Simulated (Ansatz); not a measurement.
Geometry relaxation, with input and output: MnO (part 2 of 2)

MnO (P6₃/mmc, 8 atoms in the cell); DFT PBE, scalar-relativistic, plane waves, PAW, spin-polarised (Ansatz 0.2.0); cutoff 420 eV, 15×15×5 k-mesh, Gaussian smearing of 0.1 eV, collinear spins. The structure was built on a prototype by a generator; it need not be a known phase. It belongs to a series of runs on one base structure; here: stacking ABAC.

Geometry of the input (Å; fractional positions):
```
3.1418  0.0000  0.0000
-1.5709  2.7209  0.0000
0.0000  0.0000  10.2600
Mn 0.0000  0.0000  0.0000
O  0.6667  0.3333  0.1250
Mn 0.3333  0.6667  0.2500
O  0.6667  0.3333  0.3750
Mn 0.0000  0.0000  0.5000
O  0.3333  0.6667  0.6250
Mn 0.6667  0.3333  0.7500
O  0.3333  0.6667  0.8750
```

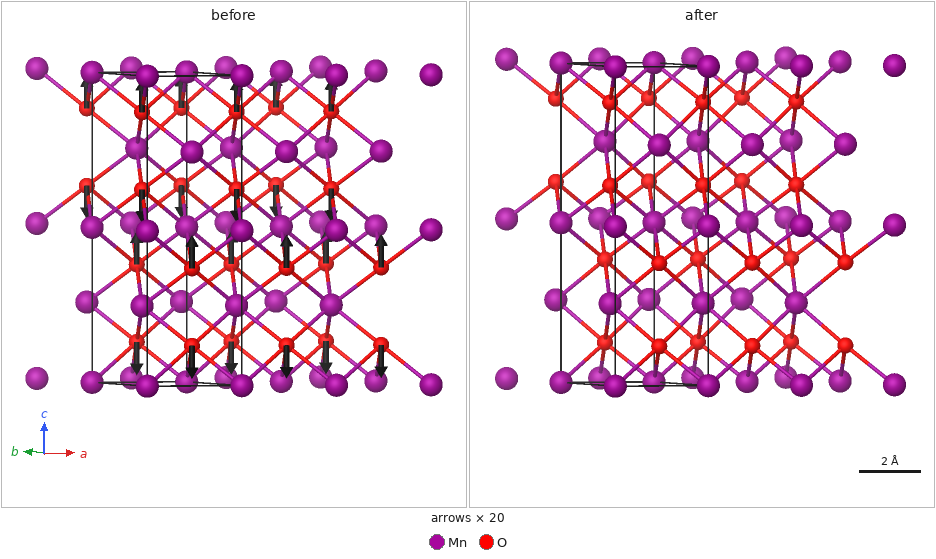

Before (left) and after (right) the relaxation, at one scale (ball-and-stick view of the cell of the calculation, repeated 3 × 2 × 1, seen at an oblique angle). The black arrows give the displacements (without the part carried along by the change of the cell), magnified 20 times. The largest moves relative to the cell, 0.055 Å, are those of O2, O4, O6 and O8. Mn stays in place. The drawn cell changes as follows: a = b 3.142 → 3.091 Å (−1.6 %), c 10.260 → 10.567 Å (+3.0 %); the volume changes by −0.3 %. Among the contacts that change: Mn1–O2 2.221 → 2.188 Å, Mn3–O4 2.221 → 2.253 Å. Among the angles that change: O6–Mn7–O8 70.5° → 75.3°, O6–Mn7–O6 90.0° → 86.6°, Mn7–O8–Mn7 90.0° → 86.6°. The space group stays P6_3/mmc (No. 194). The energy falls by 20.5 meV per atom in 5 geometry steps. The largest force component goes from 0.79 to 0.002 eV/Å. Pressure: 0.82 GPa at the start and 0.02 GPa at the end. 1 further SCF at an unchanged geometry re-selected the plane-wave basis for the new cell. The energy change given includes the shifts at the re-selections in mid-walk, which come without any move. A last SCF at the same geometry on a re-selected plane-wave basis shifts the energy by next to nothing (0.0 meV per atom). (Atoms are counted from 1 in the order of the input.)

```
basis re-selected at this cell: Δ(F+E_penalty+E_count) = -2.694e-5 eV, ΔP = +0.002 GPa vs the last step (what re-selecting the basis moved, of the pressure what is left beyond the Pulay correction that the steps carried, after the strain that the cell walked since its last selection, with what the two solves' SCF thresholds leave and, on support functions, any second-order correction that the steps lacked; it is no measure of the basis error at this ecutwfc). This SCF's stress stands 3.99e-2 GPa from its target on what of the cell is left free (relax.cell.stress_tol is 5.00e-2 GPa) and its largest allowed force component is 2.00e-3 eV/Å (relax.f_tol is 1.00e-2 eV/Å): within both
WARN: an SCF from ferrimagnetic starting moments (-4.44, 0.25, 4.44, 0.25, -4.44, 0.25, 4.44, 0.25 Bohr magnetons, atom by atom) was not made, by what the run has read of turns of its moments that order reads lower: the deck asks for what bars it, or types moments that do (magnetization.spin_polarized, in the input reference, names some of the keys), or the run goes by scf.lower_state_search: light, the default, which as a rule tries one only behind a close that has lost an order of both signs, or on which an open d or half-filled 4f shell of a PAW file has lost a moment that was set nearer to Hund's than to what is left; or, under a Hubbard U, one that names an f shell that the input leaves bare beside given moments, or a larger moment for a shell of low spin that is given one. standard, with a start from the atoms, tries one behind each close (in a relaxation, ahead of its steps or at their end). To set out from that order, type those moments (crystal.atoms[].spin; where shells were raised to Hund's moment, beside crystal.symmetry.detect: false) under scf.lower_state_search: light. The bands of the close that named these starting moments, or of the one ahead of a search that led to it (under cold or Methfessel-Paxton smearing those of the Gaussian ahead of it) read a cost of -196.08 meV for the turn to them, carried on from a small turn (-196.08 by the pairs of d shells alone)
SCF converged after 7 iterations
Magnetization: 18.9158 μB (51.4579 up, 32.5421 down)
Absolute magnetization: 18.9158 μB (∫|ρ↑−ρ↓|, with the PAW one-centre terms)
Spin contamination: 0.0563 ħ² per cell (⟨S²⟩ above its minimum at these occupations)
Per-site moments (μB) at R_I (Å): [(3.96685380804083, 0.9024172344566008), (0.2246347859335361, 0.9024172344566008), (4.04591161723592, 0.9295155059173914), (0.2246347859335353, 0.9024172344566005), (3.9668538080408275, 0.9024172344566005), (0.22463478593353625, 0.9024172344566006), (4.04591161723592, 0.9295155059173912), (0.22463478593353628, 0.9024172344566014)]
Free energy (F): -17864.302044 eV
Harris-Foulkes:  -17864.302044 eV  (|F-HF|=3.64e-11)
Internal energy: -17864.279349 eV  (E = F + TS)
E sigma→0 (E₀):  -17864.290696 eV
Entropy (-TS):   -0.022695 eV (-2.837 meV/atom)
Fermi energy:    13.358458 eV
--- Per-component energies (eV) ---
  E_band       = -986.476690
  E_kinetic    = 1896.350455
  E_local      = -8908.670072  (includes V_loc(G=0)·N_el)
  E_nonlocal   = 1208.474291
  E_hartree    = 3571.727077
  E_xc         = -738.347771
  E_vxc        = -943.260179  (∫ρ·V_xc dr)
  E_paw        = -5862.368048  (= ΣΔE_a)
  E_vpaw       = -1382.834897  (= ΣTr[D̂ρ^β])
  E_aug_tail   = 0.009576  (compensation charges beyond the density's cutoff)
  E_ewald      = -9031.454857
  E_smearing   = -0.022695  (= −TS)
  E_closure    = -0.000000  (closes the sum)
  Σ components = -17864.302044   (vs F -17864.302044, Δ=0.00e0)
--- Forces (eV/Å), atoms counted from 1 ---
  atom   1  Mn    -0.00000000     0.00000000     0.00000000
  atom   2  O      0.00000000     0.00000000    -0.00199982
  atom   3  Mn     0.00000000     0.00000000     0.00000000
  atom   4  O      0.00000000     0.00000000     0.00199982
  atom   5  Mn     0.00000000    -0.00000000    -0.00000000
  atom   6  O     -0.00000000    -0.00000000    -0.00199982
  atom   7  Mn    -0.00000000    -0.00000000     0.00000000
  atom   8  O     -0.00000000    -0.00000000     0.00199982
  max |Σ_I F_I| component: 6.94e-18 eV/Å
--- Stress (GPa, compression-positive) ---
        0.006767       0.000000       0.000000
       -0.000000       0.006767       0.000000
        0.000000       0.000000       0.039930
  P = ⅓ Tr σ = 0.0178 GPa (0.178 kbar)
--- Band table (eV; the first three rows and the last of 162) ---
  k-point 0 ↑: bands = ["-68.2092", "-68.2091", "-68.1368", "-68.1367", "-36.9884", "-36.9785", "-36.9496", "-36.9496", "-36.9495", "-36.9495", "-36.9077", "-36.8976", "-36.8742", "-36.8742", "-36.8741", "-36.8741", "-6.8528", "-6.4226", "-6.3341", "-5.8327", "5.0149", "6.7068", "6.8346", "7.6479", "7.6479", "7.9027", "7.9027", "8.6378", "8.6378", "9.1839", "9.1839", "9.8188", "10.0786", "10.3417", "10.3417", "10.6174", "10.6174", "10.7415", "10.9434", "10.9434", "10.9643", "10.9643", "11.1857", "11.4008", "11.6582", "11.6582", "11.7134", "11.7134", "12.7272", "13.1612", "13.1612", "13.2865", "13.2865", "14.6852", "15.7749", "17.6623", "20.2648", "22.6367", "24.7604", "25.9315", "25.9315", "27.7654"]
  k-point 1 ↑: bands = ["-68.2092", "-68.2091", "-68.1368", "-68.1368", "-36.9876", "-36.9796", "-36.9496", "-36.9496", "-36.9495", "-36.9495", "-36.9066", "-36.8985", "-36.8742", "-36.8742", "-36.8741", "-36.8741", "-6.8311", "-6.5370", "-6.2131", "-5.8614", "5.0937", "6.1834", "7.4261", "7.6657", "7.6657", "7.8679", "7.8679", "8.6932", "8.6932", "9.1268", "9.1268", "9.4230", "10.3009", "10.4046", "10.4046", "10.6424", "10.6424", "10.7058", "10.8989", "10.8989", "10.9036", "10.9036", "11.2144", "11.3849", "11.6846", "11.6846", "11.7270", "11.7270", "12.9018", "13.1704", "13.1704", "13.2724", "13.2724", "14.4072", "16.0375", "17.4731", "20.4938", "22.3303", "25.0986", "26.0185", "26.0185", "27.2232"]
  k-point 2 ↑: bands = ["-68.2092", "-68.2091", "-68.1368", "-68.1368", "-36.9853", "-36.9822", "-36.9496", "-36.9496", "-36.9495", "-36.9495", "-36.9039", "-36.9008", "-36.8742", "-36.8742", "-36.8742", "-36.8742", "-6.7674", "-6.6664", "-6.0660", "-5.9431", "5.3255", "5.6957", "7.7172", "7.7172", "7.7922", "7.7922", "8.1133", "8.7992", "8.8280", "8.8280", "8.9891", "8.9891", "10.4898", "10.5580", "10.5580", "10.6171", "10.7080", "10.7080", "10.7472", "10.7472", "10.8117", "10.8117", "11.2770", "11.3403", "11.7278", "11.7278", "11.7429", "11.7429", "13.1980", "13.1980", "13.2372", "13.2372", "13.3375", "13.8817", "16.5263", "17.0381", "21.0393", "21.7034", "25.8244", "26.2748", "26.2748", "26.6731"]
  k-point 80 ↓: bands = ["-63.4780", "-63.4780", "-63.4170", "-63.4170", "-32.3782", "-32.3782", "-32.3748", "-32.3738", "-32.3200", "-32.3200", "-32.3042", "-32.3042", "-32.2931", "-32.2931", "-32.2756", "-32.2745", "-5.4596", "-5.4596", "-5.2313", "-5.2313", "7.2067", "7.2067", "7.2772", "7.2795", "7.4912", "7.4912", "8.0081", "8.0105", "8.1202", "8.1202", "9.1003", "9.1003", "14.0056", "14.0733", "14.8800", "14.8800", "15.0101", "15.0101", "15.3061", "15.4084", "15.5057", "15.5057", "15.5730", "15.5730", "15.8686", "15.8686", "15.9694", "16.0088", "16.4954", "16.4954", "16.6648", "16.6648", "20.6253", "20.6471", "22.2359", "22.2359", "22.2693", "22.2693", "22.9963", "23.0449", "23.1240", "23.1240"]
--- Relaxed structure (6 steps of the walk, 6 accepted, 2 SCFs on fresh bases) ---
  F+E_penalty+E_count = -17864.30204371 eV   max|allowed force component| = 2.000e-3 eV/Å   (the final SCF, on the basis selected at the relaxed cell)
  cell:  # Å, volume = 87.4142 Å³
    - [3.0905987116017384, -2.8397256445609705e-11, 0.0]
    - [-1.5452993557762764, 2.67653699716476, 0.0]
    - [0.0, 0.0, 10.56734831294361]
  atoms:
    - { symbol: Mn, position: [-1.3577699171032743e-34, 7.424018981994846e-35, -1.9021163678359635e-19] }
    - { symbol: O, position: [0.6666666666666665, 0.33333333333333337, 0.11977482117362877] }
    - { symbol: Mn, position: [0.33333333333333326, 0.6666666666666666, 0.24999999999999997] }
    - { symbol: O, position: [0.6666666666666665, 0.33333333333333337, 0.38022517882637114] }
    - { symbol: Mn, position: [-1.952013296962968e-34, 5.101420864614598e-35, 0.49999999999999994] }
    - { symbol: O, position: [0.33333333333333326, 0.6666666666666666, 0.6197748211736287] }
    - { symbol: Mn, position: [0.6666666666666665, 0.33333333333333337, 0.7499999999999999] }
    - { symbol: O, position: [0.33333333333333326, 0.6666666666666666, 0.8802251788263711] }
--- Löwdin populations: 8 sites ---
  site symbol       q [e]    m [muB]
     0     Mn     13.8366     4.3872
     1      O      7.0090     0.2791
     2     Mn     13.8937     4.4777
     3      O      7.0090     0.2791
     4     Mn     13.8366     4.3872
     5      O      7.0090     0.2791
     6     Mn     13.8937     4.4777
     7      O      7.0090     0.2791
  spilling = 0.005992 (of n_electrons = 84.000000)
```

File populations.tsv
```
# site	symbol	l	j	q_up	q_dn
# orbitals = lowdin
# n_electrons = 84.000000
# spilling = 0.005992
0	Mn	0_3S	-	0.999684	0.999693
0	Mn	0_4S	-	0.249203	0.203172
0	Mn	1_3P	-	2.998954	2.998171
0	Mn	2_3D	-	4.864081	0.523680
1	O	0_2S	-	0.949704	0.903531
1	O	1_2P	-	2.694336	2.461423
2	Mn	0_3S	-	0.999709	0.999713
2	Mn	0_4S	-	0.268038	0.203732
2	Mn	1_3P	-	2.998960	2.998036
2	Mn	2_3D	-	4.919030	0.506511
3	O	0_2S	-	0.949704	0.903531
3	O	1_2P	-	2.694336	2.461423
4	Mn	0_3S	-	0.999684	0.999693
4	Mn	0_4S	-	0.249203	0.203172
4	Mn	1_3P	-	2.998954	2.998171
4	Mn	2_3D	-	4.864081	0.523680
5	O	0_2S	-	0.949704	0.903531
5	O	1_2P	-	2.694336	2.461423
6	Mn	0_3S	-	0.999709	0.999713
6	Mn	0_4S	-	0.268038	0.203732
6	Mn	1_3P	-	2.998960	2.998036
6	Mn	2_3D	-	4.919030	0.506511
7	O	0_2S	-	0.949704	0.903531
7	O	1_2P	-	2.694336	2.461423
```

Trajectory as extended XYZ (Å, eV, eV/Å), 8 frames, from step=1 to step=8
```
8
Lattice="3.1418 0.0000 0.0000 -1.5709 2.7209 0.0000 0.0000 0.0000 10.2600" Properties=species:S:1:pos:R:3:forces:R:3 step=1 energy=-17864.13795 pressure_GPa=0.82
Mn    0.0000    0.0000    0.0000    0.0000   0.0000   0.0000
O     1.5709    0.9070    1.2825    0.0000   0.0000  -0.7873
Mn    0.0000    1.8139    2.5650    0.0000   0.0000   0.0000
O     1.5709    0.9070    3.8475    0.0000   0.0000   0.7873
Mn    0.0000    0.0000    5.1300    0.0000   0.0000   0.0000
O     0.0000    1.8139    6.4125    0.0000   0.0000  -0.7873
Mn    1.5709    0.9070    7.6950    0.0000   0.0000   0.0000
O     0.0000    1.8139    8.9775    0.0000   0.0000   0.7873
8
Lattice="3.0687 0.0000 0.0000 -1.5343 2.6576 0.0000 0.0000 0.0000 10.7601" Properties=species:S:1:pos:R:3:forces:R:3 step=2 energy=-17864.26866 pressure_GPa=-0.52
Mn    0.0000    0.0000    0.0000    0.0000   0.0000   0.0000
O     1.5343    0.8859    1.3098    0.0000   0.0000  -0.1519
Mn    0.0000    1.7717    2.6900    0.0000   0.0000   0.0000
O     1.5343    0.8859    4.0702    0.0000   0.0000   0.1519
Mn    0.0000    0.0000    5.3800    0.0000   0.0000   0.0000
O     0.0000    1.7717    6.6899    0.0000   0.0000  -0.1519
Mn    1.5343    0.8859    8.0701    0.0000   0.0000   0.0000
O     0.0000    1.7717    9.4503    0.0000   0.0000   0.1519
8
Lattice="3.0904 0.0000 0.0000 -1.5452 2.6764 0.0000 0.0000 0.0000 10.6085" Properties=species:S:1:pos:R:3:forces:R:3 step=3 energy=-17864.29402 pressure_GPa=-0.27
Mn    0.0000    0.0000    0.0000    0.0000   0.0000   0.0000
O     1.5452    0.8921    1.2849    0.0000   0.0000  -0.1320
Mn    0.0000    1.7843    2.6521    0.0000   0.0000   0.0000
O     1.5452    0.8921    4.0194    0.0000   0.0000   0.1320
Mn    0.0000    0.0000    5.3043    0.0000   0.0000   0.0000
O     0.0000    1.7843    6.5891    0.0000   0.0000  -0.1320
Mn    1.5452    0.8921    7.9564    0.0000   0.0000   0.0000
O     0.0000    1.7843    9.3236    0.0000   0.0000   0.1320
8
Lattice="3.0928 0.0000 0.0000 -1.5464 2.6784 0.0000 0.0000 0.0000 10.5599" Properties=species:S:1:pos:R:3:forces:R:3 step=4 energy=-17864.30002 pressure_GPa=-0.06
Mn    0.0000    0.0000    0.0000    0.0000   0.0000   0.0000
O     1.5464    0.8928    1.2652    0.0000   0.0000  -0.0090
Mn    0.0000    1.7856    2.6400    0.0000   0.0000   0.0000
O     1.5464    0.8928    4.0147    0.0000   0.0000   0.0090
Mn    0.0000    0.0000    5.2799    0.0000   0.0000   0.0000
O     0.0000    1.7856    6.5451    0.0000   0.0000  -0.0090
Mn    1.5464    0.8928    7.9199    0.0000   0.0000   0.0000
O     0.0000    1.7856    9.2947    0.0000   0.0000   0.0090
8
Lattice="3.0923 0.0000 0.0000 -1.5461 2.6780 0.0000 0.0000 0.0000 10.5539" Properties=species:S:1:pos:R:3:forces:R:3 step=5 energy=-17864.30034 pressure_GPa=0.03
Mn    0.0000    0.0000    0.0000    0.0000   0.0000   0.0000
O     1.5461    0.8927    1.2634    0.0000   0.0000  -0.0012
Mn    0.0000    1.7853    2.6385    0.0000   0.0000   0.0000
O     1.5461    0.8927    4.0135    0.0000   0.0000   0.0012
Mn    0.0000    0.0000    5.2769    0.0000   0.0000   0.0000
O     0.0000    1.7853    6.5404    0.0000   0.0000  -0.0012
Mn    1.5461    0.8927    7.9154    0.0000   0.0000   0.0000
O     0.0000    1.7853    9.2904    0.0000   0.0000   0.0012
8
Lattice="3.0923 0.0000 0.0000 -1.5461 2.6780 0.0000 0.0000 0.0000 10.5539" Properties=species:S:1:pos:R:3:forces:R:3 step=6 energy=-17864.30195 pressure_GPa=0.04
Mn    0.0000    0.0000    0.0000    0.0000   0.0000   0.0000
O     1.5461    0.8927    1.2634    0.0000   0.0000  -0.0003
Mn    0.0000    1.7853    2.6385    0.0000   0.0000   0.0000
O     1.5461    0.8927    4.0135    0.0000   0.0000   0.0003
Mn    0.0000    0.0000    5.2769    0.0000   0.0000   0.0000
O     0.0000    1.7853    6.5404    0.0000   0.0000  -0.0003
Mn    1.5461    0.8927    7.9154    0.0000   0.0000   0.0000
O     0.0000    1.7853    9.2904    0.0000   0.0000   0.0003
8
Lattice="3.0906 0.0000 0.0000 -1.5453 2.6765 0.0000 0.0000 0.0000 10.5673" Properties=species:S:1:pos:R:3:forces:R:3 step=7 energy=-17864.30202 pressure_GPa=0.02
Mn    0.0000    0.0000    0.0000    0.0000   0.0000   0.0000
O     1.5453    0.8922    1.2657    0.0000   0.0000  -0.0021
Mn    0.0000    1.7844    2.6418    0.0000   0.0000   0.0000
O     1.5453    0.8922    4.0180    0.0000   0.0000   0.0021
Mn    0.0000    0.0000    5.2837    0.0000   0.0000   0.0000
O     0.0000    1.7844    6.5494    0.0000   0.0000  -0.0021
Mn    1.5453    0.8922    7.9255    0.0000   0.0000   0.0000
O     0.0000    1.7844    9.3016    0.0000   0.0000   0.0021
8
Lattice="3.0906 0.0000 0.0000 -1.5453 2.6765 0.0000 0.0000 0.0000 10.5673" Properties=species:S:1:pos:R:3:forces:R:3 step=8 energy=-17864.30204 pressure_GPa=0.02
Mn    0.0000    0.0000    0.0000    0.0000   0.0000   0.0000
O     1.5453    0.8922    1.2657    0.0000   0.0000  -0.0020
Mn    0.0000    1.7844    2.6418    0.0000   0.0000   0.0000
O     1.5453    0.8922    4.0180    0.0000   0.0000   0.0020
Mn    0.0000    0.0000    5.2837    0.0000   0.0000   0.0000
O     0.0000    1.7844    6.5494    0.0000   0.0000  -0.0020
Mn    1.5453    0.8922    7.9255    0.0000   0.0000   0.0000
O     0.0000    1.7844    9.3016    0.0000   0.0000   0.0020
```

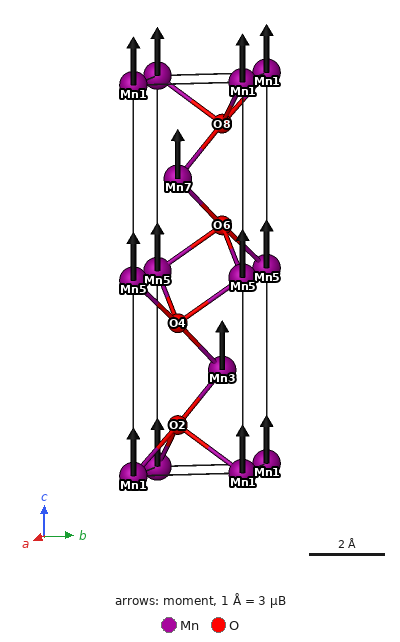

Magnetic moments of the sites as black arrows (ball-and-stick view of the cell of the calculation, seen at an oblique angle; atoms are numbered from 1 in the order of the input); small moments hardly show. The run is collinear, so the axis drawn is arbitrary. Site moments: Mn3, Mn7 (4.05 μB); Mn1, Mn5 (3.97 μB); all 4 O atoms (0.22 μB). They are counted near the atoms and needn't add up to the moment of the cell.

Results in brief

- outcome: converged
- space group (tolerance 0.01 Å): P6₃/mmc (194)
- electrons treated: 84
- free energy: −17864.3020 eV
- Fermi energy: 13.358 eV
- gap on the k-point mesh: none (metallic)
- net moment of the cell: 18.92 μB
- integrated absolute moment: 18.92 μB
- pressure: 0.02 GPa
- final volume: 87.41 Å³
- largest force (length of the vector) at the end: 0.002 eV/Å
- final cell: a = 3.091 Å, b = 3.091 Å, c = 10.567 Å, α = 90.00°, β = 90.00°, γ = 120.00°
- wall time: 5.2 min (CPU time 9.9 min)
- peak memory: 0.91 GiB

Notes

The electronic state found may not be the lowest one. Warnings of the run: another magnetic order may lie lower.
